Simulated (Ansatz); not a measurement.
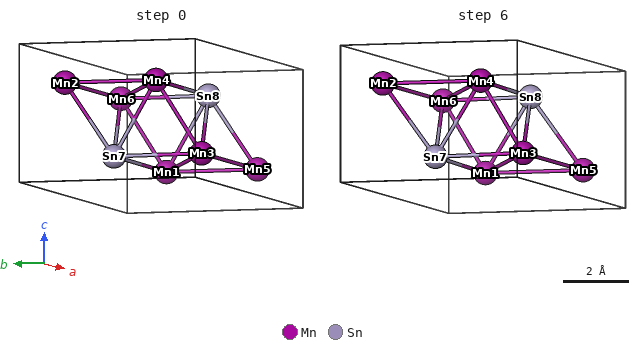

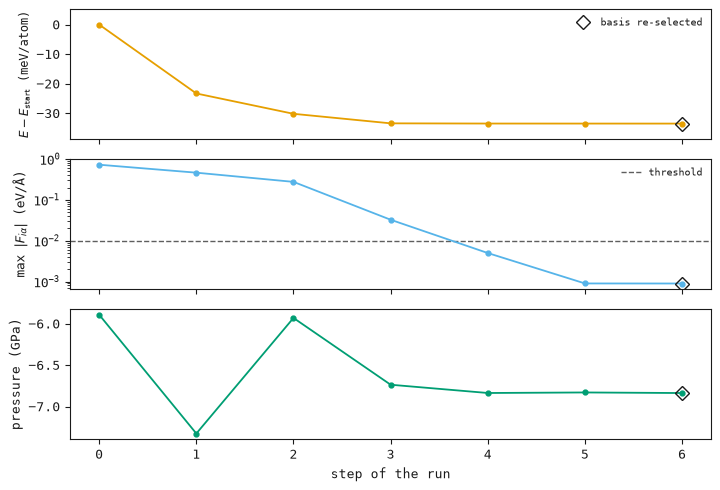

First and last geometry of a relaxation of solid Mn$_{3}$Sn (set up in P6_3/mmc), with the history of the run. The picture is a ball-and-stick view of the cell of the calculation, seen from a free direction.

Case: volume × 0.97, shape and atoms relaxed.

The calculation used Ansatz, DFT PBE, scalar-relativistic, plane waves, PAW. Settings: plane-wave cutoff 420 eV; k-point mesh 6 × 6 × 8; occupations gaussian; smearing width 0.1 eV; collinear spin; cell relaxed at fixed volume; force threshold 0.01 eV/Å; at most 30 steps.

Q: Did the run converge, and what did it change?

A: It converged. The largest moves relative to the cell, 0.11 Å, are those of Mn1, Mn2, Mn3, Mn4, Mn5 and Mn6. Mn1 goes along [1 2 0]. Sn stays in place. The drawn cell changes at constant volume: a = b 5.523 → 5.552 Å (+0.5 %), c 4.423 → 4.377 Å (−1.0 %). Among the contacts that change: Mn1–Mn3 2.862 → 3.071 Å, Mn1–Mn3 (another image) 2.661 → 2.481 Å, Mn1–Mn2 2.693 → 2.616 Å, Mn1–Sn8 2.761 → 2.817 Å. The space group stays P6_3/mmc (No. 194). After 5 accepted moves (6 points after the start) the energy has fallen by 33.5 meV per atom. The largest force component goes from 0.73 to 0.00089 eV/Å. The pressure goes from −5.89 to −6.84 GPa. At 1 point the geometry stayed and the basis and grid were re-selected for the new cell (energy shift of less than 0.05 meV per atom at most each time). The run may lie on a higher electronic state than the lowest, so the end point isn't shown to be the ground-state structure. Cost: 5 min on 2 threads of Intel(R) Xeon(R) Platinum 8259CL CPU @ 2.50GHz (Skylake/Cascade Lake), on a shared host, peak memory 0.88 GiB.
